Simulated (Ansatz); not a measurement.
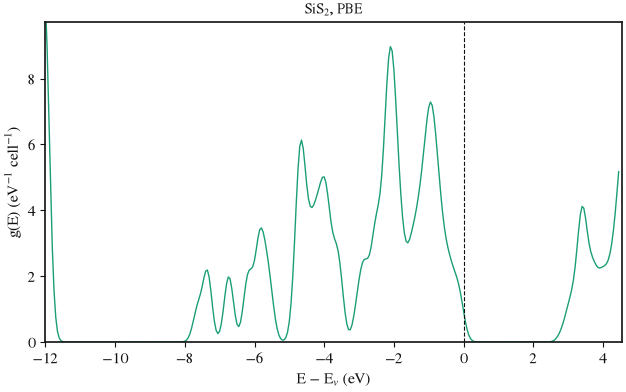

Density of states. Energies are counted from the top of the valence band. The curve is built from the levels of the k mesh with Gaussians 0.3 eV wide, which also blur the band edges.

Structure: SiS2, space group Ibam, 6 atoms in the cell.

Level of theory: DFT, PBE, plane waves, PAW, no spin polarisation, 6×6×6 k mesh, 420 eV cutoff; code Ansatz.

Q: Metal or insulator, going by the density of states?

A: There is a gap; over the k points computed it is 2.78 eV (indirect; the smallest direct gap is 3.07 eV).

Q: Where is the tallest peak of the filled states in the window?

A: Within the window shown, the tallest peak of the filled states lies 2.1 eV under the valence-band top, at about 9 states per eV and cell.

Q: How wide is the upper valence band?

A: The upper group of valence states starts about 7.7 eV under the valence-band top, with a gap beneath it; it holds about 24 electrons a cell.
